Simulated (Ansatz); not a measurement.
## Molecular dynamics, with input and output: AlP

AlP (F-43m, 16 atoms in the cell), computed with DFT, r2SCAN, plane waves, PAW, no spin polarisation (Ansatz 0.2.0).

The structure was built on a prototype by a generator. The geometry comes from this level: r2SCAN. It belongs to a series of runs on one base structure; here: npt_langevin at 100 K.

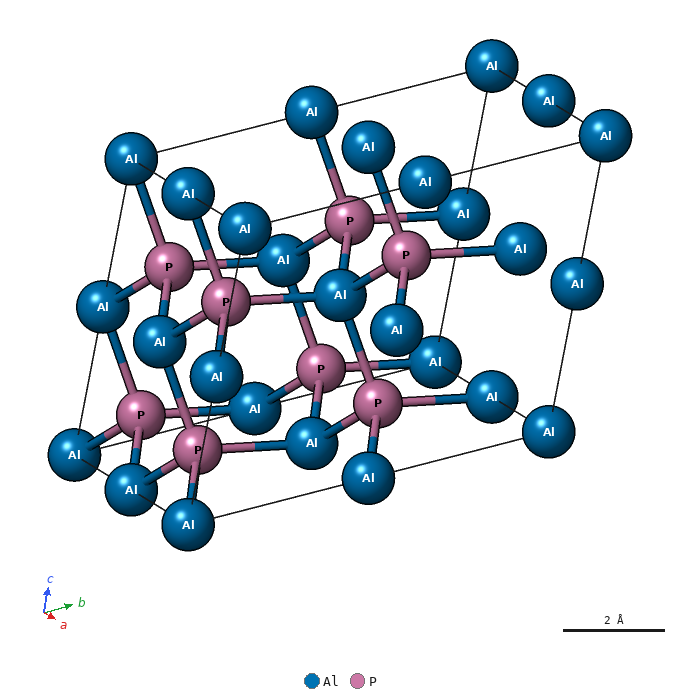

**Figure 1.** The structure as given in the input (ball-and-stick view of the cell of the calculation, seen slightly off an axis).

**Input**
```yaml
crystal:
  lattice:
    - [0.0, 5.4785144186, 5.4785144186]
    - [5.4785144186, 0.0, 5.4785144186]
    - [5.4785144186, 5.4785144186, 0.0]
  atoms:
    - { symbol: Al, position: [0.0, 0.0, 0.0] }
    - { symbol: P, position: [0.125, 0.125, 0.125] }
    - { symbol: Al, position: [0.0, 0.0, 0.5] }
    - { symbol: P, position: [0.125, 0.125, 0.625] }
    - { symbol: Al, position: [0.0, 0.5, 0.0] }
    - { symbol: P, position: [0.125, 0.625, 0.125] }
    - { symbol: Al, position: [0.0, 0.5, 0.5] }
    - { symbol: P, position: [0.125, 0.625, 0.625] }
    - { symbol: Al, position: [0.5, 0.0, 0.0] }
    - { symbol: P, position: [0.625, 0.125, 0.125] }
    - { symbol: Al, position: [0.5, 0.0, 0.5] }
    - { symbol: P, position: [0.625, 0.125, 0.625] }
    - { symbol: Al, position: [0.5, 0.5, 0.0] }
    - { symbol: P, position: [0.625, 0.625, 0.125] }
    - { symbol: Al, position: [0.5, 0.5, 0.5] }
    - { symbol: P, position: [0.625, 0.625, 0.625] }
kpoints:
  mp_grid: { grid: [2, 2, 2] }
hamiltonian:
  xc: r2scan
scf:
  occupations: { method: fermi_dirac, width: 0.02 }
md:
  ensemble: npt_langevin
  temperature: 100
  timestep: 2.0
  n_steps: 20
  initial_velocities: maxwell_boltzmann
  seed: 972
```

Machine: 4 threads of an Arm (aarch64) CPU, shared host.

Launched with:
```bash
ansatz run input.yaml --threads 4 --pin off --max-ram 3686MiB --backend cpu --events-out ev --progress --plain --runs-dir out
```

**What the program printed**
```
Warning: md: disabling space-group detection — thermal motion breaks the input geometry's symmetry, so no spatial operation reduces the k-mesh or symmetrises the density; time reversal is kept, so that k and −k are solved as one point where they differ and the mesh holds both, and exact exchange and, on two spinor components, a DFT+U term hold to it where the run has them: on two components no moment then forms, and a state that bears one, which a typed moment (crystal.atoms[].spin; refused beside efield: under a hybrid functional) reaches, can lie lower, under hf by electronvolts; crystal.symmetry.detect: false (a key that needs symmetry detection or time reversal refuses this as the deck is read) with time_reversal: false beside it drops time reversal too
Engine: ansatz 0.2.0, aarch64-unknown-linux-gnu
Pseudopotentials: kind: paw
Pseudopotential: Al, paw, valence charge 3, recommended cutoff 500 eV (meta_gga), Al.paw.azcp
Pseudopotential: P, paw, valence charge 5, recommended cutoff 500 eV (meta_gga), P.paw.azcp
Functional definition: r2SCAN
  parameter k0 = 0.174
  parameter k1 = 0.065
  parameter a1 = 4.9479
  exchange = r2scan_x(k0 = k0, k1 = k1, a1 = a1)
  correlation = r2scan_c
Crystal: 16 atoms, lattice volume = 328.866 Å³
Basis set: ecut = 500 eV (smoothed over ±3.0 %; plane waves to 520.2 eV, density to 2080.8 eV), 8801 PW (Γ), exchange–correlation on 240×240×240 points (64 copies of the dense FFT grid, shifted against one another)
Bands: 48, of which v1, the nominal top of the filled ones, is band 32 counted from 1 (31 counted from 0)
Symmetry: 1 space group operations
k-points: 8
Non-local potential: Al, projectors of the file, l = 0: 2, l = 1: 2, l = 2: 1
Non-local potential: P, projectors of the file, l = 0: 2, l = 1: 2, l = 2: 2
PAW form: soft (Blöchl's): semilocal exchange-correlation on the pseudo side does not see the compensation charge
PAW frozen core: Al, regenerated for the run's functional (the file was generated under x = pbe(κ = 0.804, μ = 0.2195149727645171), c = pbe(β = 0.06672455060314922))
PAW frozen core: P, regenerated for the run's functional (the file was generated under x = pbe(κ = 0.804, μ = 0.2195149727645171), c = pbe(β = 0.06672455060314922))
PAW one-centre angular grid: Al, 302 points (default); XC on 160 Gauss nodes
PAW one-centre angular grid: P, 302 points (default); XC on 160 Gauss nodes
Initial density: superposition of atomic densities (neutral atoms: chi_scale 0, normalization atom), corrected by the library's trained network
Initial wavefunctions: pseudopotential atomic-orbital guess
Functional: x = r2scan, c = r2scan; τ floored in thin density (d = 2e-4 eV/Å³)
SCF iter   1: F=—  HF=-10407.579920 eV  |F-HF|=—  |Δ(HF+E_count)|=         —  Δρ=3.41e-3  dr2=3.32e-2  dr2_τ=1.09e-1  ethr=1.77e-3  ⟨swp⟩=9.4  Hψ=2068  notcnv=0  defer=18
preconditioner: auto → Resta (q_TF=auto, 2.077 Å⁻¹)  ε∞=4.2  [insulator: Δε(μ)=1.872 eV  Ē_g=9.153 eV  σ=0.020 eV  W_gap=1.00  n_scr=58 (ndim 8)  ℏωp=16.4 eV  f_vac=0.000  D(μ)=0.00/eV (n_scr^D=0)  ε∞_Penn≈4.2]
SCF iter   2: F=—  HF=-10407.846502 eV  |F-HF|=—  |Δ(HF+E_count)|=   2.67e-1  Δρ=2.64e-3  dr2=2.38e-2  dr2_τ=1.88e-4  ethr=5.19e-5  ⟨swp⟩=3.6  Hψ=898  notcnv=0  defer=72
SCF iter   3: F=—  HF=-10407.845544 eV  |F-HF|=—  |Δ(HF+E_count)|=   9.58e-4  Δρ=6.61e-4  dr2=1.97e-3  dr2_τ=1.07e-4  ethr=3.72e-5  ⟨swp⟩=2.5  Hψ=624  notcnv=0  defer=8
automatic band count: iteration 3 solves 40 bands in place of 48: the levels show a gap, and the empty bands left out lie too high to hold charge; the band table lists the bands solved (type scf.n_extra_bands for more)
SCF iter   4: F=—  HF=-10407.845924 eV  |F-HF|=—  |Δ(HF+E_count)|=   3.80e-4  Δρ=4.14e-4  dr2=8.21e-4  dr2_τ=1.02e-5  ethr=3.08e-6  ⟨swp⟩=2.6  Hψ=550  notcnv=0  defer=8
SCF iter   5: F=—  HF=-10407.845872 eV  |F-HF|=—  |Δ(HF+E_count)|=   5.20e-5  Δρ=1.14e-4  dr2=6.62e-5  dr2_τ=4.12e-7  ethr=1.28e-6  ⟨swp⟩=2.0  Hψ=568  notcnv=0  defer=8
SCF iter   6: F=—  HF=-10407.845902 eV  |F-HF|=—  |Δ(HF+E_count)|=   3.07e-5  Δρ=4.16e-5  dr2=9.22e-6  dr2_τ=3.83e-8  ethr=1.03e-7  ⟨swp⟩=2.6  Hψ=576  notcnv=0  defer=8
SCF iter   7: F=—  HF=-10407.845993 eV  |F-HF|=—  |Δ(HF+E_count)|=   9.01e-5  Δρ=1.11e-5  dr2=6.57e-7  dr2_τ=2.57e-9  ethr=1.44e-8  ⟨swp⟩=2.5  Hψ=555  notcnv=0  defer=8
SCF iter   8: F=-10407.845993 eV  HF=-10407.845993 eV  |F-HF|=3.28e-9  |Δ(HF+E_count)|=   5.42e-8  Δρ=1.60e-6  dr2=1.42e-8  dr2_τ=7.09e-11  ethr=2.50e-11  ⟨swp⟩=4.1  Hψ=1587  notcnv=0
SCF 1 converged in 8 iterations: F = -10407.845993 eV  dr2 = 1.42e-8
  greatest PAW one-centre occupation: 0.773 electrons in one spin orbital (limit 2), on the P atom at site 7 (counted from 0), in its partial waves of l = 0
md step     0: t =     0.00 fs  T =    93.8 K  F+E_penalty+E_count = -10407.84599258 eV  E_kin = 0.193890 eV  conserved = -10407.70204562 eV  P_inst = 0.4301 GPa  V = 328.8656 Å³  selection 1  (8 SCF iters)
Crystal: 16 atoms, lattice volume = 328.857 Å³
Initial density: handed on by an earlier stage of this run
Initial wavefunctions: those handed on with the density
iter 1 solved again at ethr=1.04e-6 eV; its pass at ethr=3.10e-3 eV (dr2=6.66e-4 eV) is discarded
SCF iter   1: F=—  HF=-10407.843537 eV  |F-HF|=—  |Δ(HF+E_count)|=         —  Δρ=4.49e-4  dr2=8.32e-4  dr2_τ=2.54e-4  ethr=1.04e-6  ⟨swp⟩=3.2  Hψ=1856  notcnv=0
automatic band count: iteration 1 solves 39 bands in place of 48: the levels show a gap, and the empty bands left out lie too high to hold charge; the band table lists the bands solved (type scf.n_extra_bands for more)
preconditioner: auto → Resta (q_TF=auto, 2.077 Å⁻¹)  ε∞=5.2  [insulator: Δε(μ)=1.892 eV  Ē_g=7.982 eV  σ=0.020 eV  W_gap=1.00  n_scr=58 (ndim 8)  ℏωp=16.4 eV  f_vac=0.000  D(μ)=0.00/eV (n_scr^D=0)  ε∞_Penn≈5.2]
SCF iter   2: F=—  HF=-10407.843656 eV  |F-HF|=—  |Δ(HF+E_count)|=   1.19e-4  Δρ=2.68e-4  dr2=2.64e-4  dr2_τ=2.00e-6  ethr=1.04e-6  ⟨swp⟩=2.6  Hψ=559  notcnv=0
SCF iter   3: F=—  HF=-10407.843663 eV  |F-HF|=—  |Δ(HF+E_count)|=   7.06e-6  Δρ=3.95e-5  dr2=8.26e-6  dr2_τ=1.14e-7  ethr=4.13e-7  ⟨swp⟩=2.8  Hψ=546  notcnv=0
SCF iter   4: F=—  HF=-10407.843774 eV  |F-HF|=—  |Δ(HF+E_count)|=   1.11e-4  Δρ=9.21e-6  dr2=5.47e-7  dr2_τ=6.90e-9  ethr=1.29e-8  ⟨swp⟩=2.5  Hψ=616  notcnv=0
SCF iter   5: F=—  HF=-10407.843774 eV  |F-HF|=—  |Δ(HF+E_count)|=   1.97e-7  Δρ=2.31e-6  dr2=2.55e-8  dr2_τ=6.87e-10  ethr=8.55e-10  ⟨swp⟩=2.1  Hψ=544  notcnv=0
SCF iter   6: F=-10407.843774 eV  HF=-10407.843774 eV  |F-HF|=7.09e-11  |Δ(HF+E_count)|=   9.93e-9  Δρ=4.42e-7  dr2=9.89e-10  dr2_τ=4.25e-11  ethr=2.50e-11  ⟨swp⟩=5.0  Hψ=1252  notcnv=0
SCF 2 converged in 6 iterations: F = -10407.843774 eV  dr2 = 9.89e-10
  greatest PAW one-centre occupation: 0.773 electrons in one spin orbital (limit 2), on the P atom at site 5 (counted from 0), in its partial waves of l = 0
md step     1: t =     2.00 fs  T =    94.8 K  F+E_penalty+E_count = -10407.84377426 eV  E_kin = 0.196094 eV  conserved = -10407.70204002 eV  P_inst = 0.4345 GPa  V = 328.8565 Å³  selection 1  (6 SCF iters)
[... from here on the SCF iterations and repeated set-up lines of each step are left out, up to the last step ...]
SCF 3 converged in 6 iterations: F = -10407.837254 eV  dr2 = 1.01e-9
md step     2: t =     4.00 fs  T =    96.3 K  F+E_penalty+E_count = -10407.83725377 eV  E_kin = 0.199251 eV  conserved = -10407.70204953 eV  P_inst = 0.4351 GPa  V = 328.8701 Å³  selection 1  (6 SCF iters)
SCF 4 converged in 6 iterations: F = -10407.827254 eV  dr2 = 1.03e-9
md step     3: t =     6.00 fs  T =    87.0 K  F+E_penalty+E_count = -10407.82725397 eV  E_kin = 0.179867 eV  conserved = -10407.70192658 eV  P_inst = 0.4272 GPa  V = 328.8930 Å³  selection 1  (6 SCF iters)
SCF 5 converged in 6 iterations: F = -10407.815274 eV  dr2 = 9.00e-10
md step     4: t =     8.00 fs  T =    76.6 K  F+E_penalty+E_count = -10407.81527444 eV  E_kin = 0.158508 eV  conserved = -10407.70186220 eV  P_inst = 0.4184 GPa  V = 328.9184 Å³  selection 1  (6 SCF iters)
SCF 6 converged in 4 iterations: F = -10407.802294 eV  dr2 = 7.21e-9
md step     5: t =    10.00 fs  T =    70.1 K  F+E_penalty+E_count = -10407.80229372 eV  E_kin = 0.144973 eV  conserved = -10407.70180820 eV  P_inst = 0.3954 GPa  V = 329.0037 Å³  selection 1  (4 SCF iters)
SCF 7 converged in 4 iterations: F = -10407.788294 eV  dr2 = 8.81e-9
md step     6: t =    12.00 fs  T =    70.4 K  F+E_penalty+E_count = -10407.78829368 eV  E_kin = 0.145677 eV  conserved = -10407.70181816 eV  P_inst = 0.3581 GPa  V = 329.1588 Å³  selection 1  (4 SCF iters)
SCF 8 converged in 5 iterations: F = -10407.773640 eV  dr2 = 7.47e-10
md step     7: t =    14.00 fs  T =    68.1 K  F+E_penalty+E_count = -10407.77363961 eV  E_kin = 0.140794 eV  conserved = -10407.70176471 eV  P_inst = 0.3065 GPa  V = 329.3598 Å³  selection 1  (5 SCF iters)
SCF 9 converged in 4 iterations: F = -10407.760517 eV  dr2 = 1.23e-8
md step     8: t =    16.00 fs  T =    64.2 K  F+E_penalty+E_count = -10407.76051670 eV  E_kin = 0.132820 eV  conserved = -10407.70168785 eV  P_inst = 0.2508 GPa  V = 329.5641 Å³  selection 1  (4 SCF iters)
SCF 10 converged in 4 iterations: F = -10407.749748 eV  dr2 = 1.13e-8
md step     9: t =    18.00 fs  T =    56.4 K  F+E_penalty+E_count = -10407.74974803 eV  E_kin = 0.116653 eV  conserved = -10407.70165882 eV  P_inst = 0.1865 GPa  V = 329.7801 Å³  selection 1  (4 SCF iters)
SCF 11 converged in 5 iterations: F = -10407.742332 eV  dr2 = 7.50e-9
md step    10: t =    20.00 fs  T =    57.5 K  F+E_penalty+E_count = -10407.74233196 eV  E_kin = 0.118869 eV  conserved = -10407.70165117 eV  P_inst = 0.1221 GPa  V = 330.0078 Å³  selection 1  (5 SCF iters)
SCF 12 converged in 4 iterations: F = -10407.738113 eV  dr2 = 1.28e-8
md step    11: t =    22.00 fs  T =    54.8 K  F+E_penalty+E_count = -10407.73811285 eV  E_kin = 0.113314 eV  conserved = -10407.70166796 eV  P_inst = 0.0529 GPa  V = 330.2343 Å³  selection 1  (4 SCF iters)
SCF 13 converged in 5 iterations: F = -10407.737460 eV  dr2 = 6.55e-10
md step    12: t =    24.00 fs  T =    57.7 K  F+E_penalty+E_count = -10407.73745978 eV  E_kin = 0.119326 eV  conserved = -10407.70174776 eV  P_inst = -0.0031 GPa  V = 330.4157 Å³  selection 1  (5 SCF iters)
SCF 14 converged in 5 iterations: F = -10407.740429 eV  dr2 = 7.73e-10
md step    13: t =    26.00 fs  T =    63.3 K  F+E_penalty+E_count = -10407.74042895 eV  E_kin = 0.130832 eV  conserved = -10407.70181048 eV  P_inst = -0.0408 GPa  V = 330.5257 Å³  selection 1  (5 SCF iters)
SCF 15 converged in 4 iterations: F = -10407.744058 eV  dr2 = 1.25e-8
md step    14: t =    28.00 fs  T =    72.5 K  F+E_penalty+E_count = -10407.74405812 eV  E_kin = 0.149846 eV  conserved = -10407.70190047 eV  P_inst = -0.0689 GPa  V = 330.6031 Å³  selection 1  (4 SCF iters)
SCF 16 converged in 5 iterations: F = -10407.746759 eV  dr2 = 7.00e-10
md step    15: t =    30.00 fs  T =    74.8 K  F+E_penalty+E_count = -10407.74675924 eV  E_kin = 0.154634 eV  conserved = -10407.70198535 eV  P_inst = -0.0992 GPa  V = 330.6704 Å³  selection 1  (5 SCF iters)
SCF 17 converged in 5 iterations: F = -10407.749394 eV  dr2 = 7.19e-10
md step    16: t =    32.00 fs  T =    79.7 K  F+E_penalty+E_count = -10407.74939374 eV  E_kin = 0.164897 eV  conserved = -10407.70209810 eV  P_inst = -0.1302 GPa  V = 330.7457 Å³  selection 1  (5 SCF iters)
SCF 18 converged in 4 iterations: F = -10407.751196 eV  dr2 = 1.57e-8
md step    17: t =    34.00 fs  T =    86.9 K  F+E_penalty+E_count = -10407.75119556 eV  E_kin = 0.179813 eV  conserved = -10407.70219310 eV  P_inst = -0.1465 GPa  V = 330.7754 Å³  selection 1  (4 SCF iters)
SCF 19 converged in 5 iterations: F = -10407.749356 eV  dr2 = 7.48e-10
md step    18: t =    36.00 fs  T =    83.6 K  F+E_penalty+E_count = -10407.74935558 eV  E_kin = 0.172819 eV  conserved = -10407.70212624 eV  P_inst = -0.1464 GPa  V = 330.7311 Å³  selection 1  (5 SCF iters)
SCF 20 converged in 5 iterations: F = -10407.744264 eV  dr2 = 9.14e-10
md step    19: t =    38.00 fs  T =    79.4 K  F+E_penalty+E_count = -10407.74426448 eV  E_kin = 0.164152 eV  conserved = -10407.70212017 eV  P_inst = -0.1408 GPa  V = 330.6764 Å³  selection 1  (5 SCF iters)
Crystal: 16 atoms, lattice volume = 330.665 Å³
iter 1 solved again at ethr=1.10e-6 eV; its pass at ethr=3.10e-3 eV (dr2=7.07e-4 eV) is discarded
SCF iter   1: F=—  HF=-10407.736529 eV  |F-HF|=—  |Δ(HF+E_count)|=         —  Δρ=4.06e-4  dr2=8.39e-4  dr2_τ=1.69e-4  ethr=1.10e-6  ⟨swp⟩=3.2  Hψ=2189  notcnv=0
automatic band count: iteration 1 solves 39 bands in place of 48: the levels show a gap, and the empty bands left out lie too high to hold charge; the band table lists the bands solved (type scf.n_extra_bands for more)
preconditioner: auto → Resta (q_TF=auto, 2.075 Å⁻¹)  ε∞=5.2  [insulator: Δε(μ)=1.841 eV  Ē_g=7.950 eV  σ=0.020 eV  W_gap=1.00  n_scr=58 (ndim 8)  ℏωp=16.3 eV  f_vac=0.000  D(μ)=0.00/eV (n_scr^D=0)  ε∞_Penn≈5.2]
SCF iter   2: F=—  HF=-10407.736638 eV  |F-HF|=—  |Δ(HF+E_count)|=   1.08e-4  Δρ=2.39e-4  dr2=2.56e-4  dr2_τ=1.68e-6  ethr=1.10e-6  ⟨swp⟩=2.5  Hψ=565  notcnv=0
SCF iter   3: F=—  HF=-10407.736628 eV  |F-HF|=—  |Δ(HF+E_count)|=   9.48e-6  Δρ=4.25e-5  dr2=1.18e-5  dr2_τ=1.18e-7  ethr=4.00e-7  ⟨swp⟩=2.4  Hψ=518  notcnv=0
SCF iter   4: F=—  HF=-10407.736732 eV  |F-HF|=—  |Δ(HF+E_count)|=   1.03e-4  Δρ=9.31e-6  dr2=6.09e-7  dr2_τ=8.62e-9  ethr=1.84e-8  ⟨swp⟩=2.6  Hψ=628  notcnv=0
SCF iter   5: F=—  HF=-10407.736732 eV  |F-HF|=—  |Δ(HF+E_count)|=   1.61e-7  Δρ=2.42e-6  dr2=2.85e-8  dr2_τ=7.37e-10  ethr=9.51e-10  ⟨swp⟩=2.5  Hψ=583  notcnv=0
SCF iter   6: F=-10407.736732 eV  HF=-10407.736732 eV  |F-HF|=1.82e-11  |Δ(HF+E_count)|=   1.11e-8  Δρ=4.59e-7  dr2=1.13e-9  dr2_τ=5.25e-11  ethr=2.50e-11  ⟨swp⟩=5.0  Hψ=1266  notcnv=0
SCF 21 converged in 6 iterations: F = -10407.736732 eV  dr2 = 1.13e-9
  greatest PAW one-centre occupation: 0.774 electrons in one spin orbital (limit 2), on the P atom at site 1 (counted from 0), in its partial waves of l = 0
md step    20: t =    40.00 fs  T =    84.2 K  F+E_penalty+E_count = -10407.73673173 eV  E_kin = 0.174083 eV  conserved = -10407.70215076 eV  P_inst = -0.1390 GPa  V = 330.6654 Å³  selection 1  (6 SCF iters)
Basis set: ecut = 500 eV, 8393 PW (Γ), exchange–correlation on 240×240×240 points (64 copies of the dense FFT grid, shifted against one another)
Initial wavefunctions: pseudopotential atomic-orbital guess (no wavefunctions were taken with the density)
iter 1 solved again at ethr=2.22e-7 eV; its pass at ethr=3.10e-3 eV (dr2=1.42e-4 eV) is discarded
SCF iter   1: F=—  HF=-10407.736565 eV  |F-HF|=—  |Δ(HF+E_count)|=         —  Δρ=2.18e-6  dr2=3.08e-9  dr2_τ=5.31e-9  ethr=2.22e-7  ⟨swp⟩=8.5  Hψ=3980  notcnv=0  defer=14
eigensolver tolerance schedule: the retry pair's looser diagonalisation over-reported the residual by 46157.23 of it (diagonalisation noise at an unbounded share of the residual, at the tolerance the schedule requests for it); recorded, not acted on — ethr = c·dr2/N_el stays at c = 1.0e-1
preconditioner: auto → Resta (q_TF=auto, 2.075 Å⁻¹)  ε∞=4.2  [insulator: Δε(μ)=1.840 eV  Ē_g=9.088 eV  σ=0.020 eV  W_gap=1.00  n_scr=58 (ndim 8)  ℏωp=16.3 eV  f_vac=0.000  D(μ)=0.00/eV (n_scr^D=0)  ε∞_Penn≈4.2]
SCF iter   2: F=—  HF=-10407.736661 eV  |F-HF|=—  |Δ(HF+E_count)|=   9.60e-5  Δρ=1.13e-6  dr2=9.41e-10  dr2_τ=3.87e-10  ethr=4.82e-12  ⟨swp⟩=6.1  Hψ=1524  notcnv=0
SCF iter   3: F=-10407.736661 eV  HF=-10407.736661 eV  |F-HF|=1.64e-9  |Δ(HF+E_count)|=   6.06e-9  Δρ=5.33e-7  dr2=2.31e-10  dr2_τ=6.57e-11  ethr=1.47e-12  ⟨swp⟩=2.0  Hψ=1186  notcnv=0
SCF 22 converged in 3 iterations: F = -10407.736661 eV  dr2 = 2.31e-10
SCF converged after 3 iterations
Free energy (F): -10407.736661 eV
Harris-Foulkes:  -10407.736661 eV  (|F-HF|=1.64e-9)
Internal energy: -10407.736661 eV  (E = F + TS)
E sigma→0 (E₀):  -10407.736661 eV
Fermi energy:    5.730464 eV
--- Per-component energies (eV) ---
  E_band       = 13.934741
  E_kinetic    = 752.643997
  E_local      = -663.898931  (includes V_loc(G=0)·N_el)
  E_nonlocal   = 345.603045
  E_hartree    = 205.473174
  E_xc         = -765.259151
  E_vxc        = -773.269544  (∫ρ·V_xc dr)
  E_paw        = -8392.330802  (= ΣΔE_a)
  E_vpaw       = -90.622287  (= ΣTr[D̂ρ^β])
  E_aug_tail   = -0.000002  (compensation charges beyond the density's cutoff)
  E_vtau       = 32.532034  (kinetic-family band-sum trace: ∫τ·v_τ [+ j·A + Jᵃ·Aᵃ] dr)
  E_ewald      = -1888.760389
  E_core_change = -1.207602  (= ΣΔE_core)
  E_smearing   = -0.000000  (= −TS)
  E_closure    = 0.000000  (closes the sum)
  Σ components = -10407.736661   (vs F -10407.736661, Δ=0.00e0)
--- Forces (eV/Å), atoms counted from 1 ---
  atom   1  Al    -0.10302514     0.32399725    -0.12959192
  atom   2  P     -0.16419519     0.32214620    -0.39352181
  atom   3  Al     0.30126915     0.08380232    -0.05894932
  atom   4  P     -0.19268932    -0.22246045     0.00409709
  atom   5  Al     0.21097256    -0.11430481    -0.03138634
  atom   6  P      0.28014584    -0.24624552    -0.09481339
  atom   7  Al    -0.13977570     0.10721564     0.02927594
  atom   8  P     -0.04509250    -0.05844273     0.18097666
  atom   9  Al    -0.06352856     0.01776301     0.19785565
  atom  10  P      0.12130323    -0.19307174    -0.04048011
  atom  11  Al    -0.03699929     0.21654499     0.06762521
  atom  12  P     -0.05618034    -0.13408432     0.20984726
  atom  13  Al    -0.23792707     0.07739665     0.39726290
  atom  14  P      0.22142585     0.03730959    -0.16048847
  atom  15  Al    -0.22177148     0.20195525    -0.26030414
  atom  16  P      0.12607050    -0.41951037     0.08258780
  max |Σ_I F_I| component: 1.10e-5 eV/Å
--- Stress (GPa, compression-positive) ---
       -0.131365      -0.088888      -0.309386
       -0.088881      -0.216679       0.116684
       -0.309386       0.116680      -0.238097
  P = ⅓ Tr σ = -0.1954 GPa (-1.954 kbar)
--- MD trajectory: 20 steps, t = 0.0 → 40.0 fs ---
  final state: T = 84.2 K   F+E_penalty+E_count = -10407.73673173 eV   E_kin = 0.174083 eV
  conserved energy: peak-to-peak 5.419e-4 eV (3.387e-5 eV/atom) over 40.0 fs
  cell: V = 330.6654 Å³ at the end; means of 21 rows, the approach among them: V = 329.8724 Å³, P_inst = 0.1382 GPa
  mean static stress (GPa): xx 0.1159  yy 0.0872  zz 0.0612  yz -0.1015  xz -0.0158  xy -0.0858
  the result is of one more SCF, on plane waves selected at the last cell: its energy does not rank with the rows'
```

**Key numbers**

| quantity | value |
| --- | --- |
| outcome | finished |
| mean temperature over the second half | 72 K |
| trajectory | 20 steps, 40 fs |
| ensemble | npt_langevin |
| temperature in the input | 100 K |
| time step | 2.0 fs |
| space group of the start (tolerance 0.01 Å) | F-43m (216) |
| electrons treated | 64 |
| potential energy (free energy of the electrons) (last step) | −10407.7367 eV |
| Fermi energy (last step) | 5.730 eV |
| pressure (without the kinetic term) (last step) | −0.20 GPa |
| largest force (length of the vector) (last step) | 0.534 eV/Å |
| wall time | 3.9 min (CPU time 15 min) |
| peak memory | 1.8 GiB |

**Notes**

The k-point mesh is coarse for a cell of this size, so the results may not be converged. So short a trajectory is not equilibrated. The logged temperature at the start can lie below the typed one, since it is counted over all degrees of freedom.
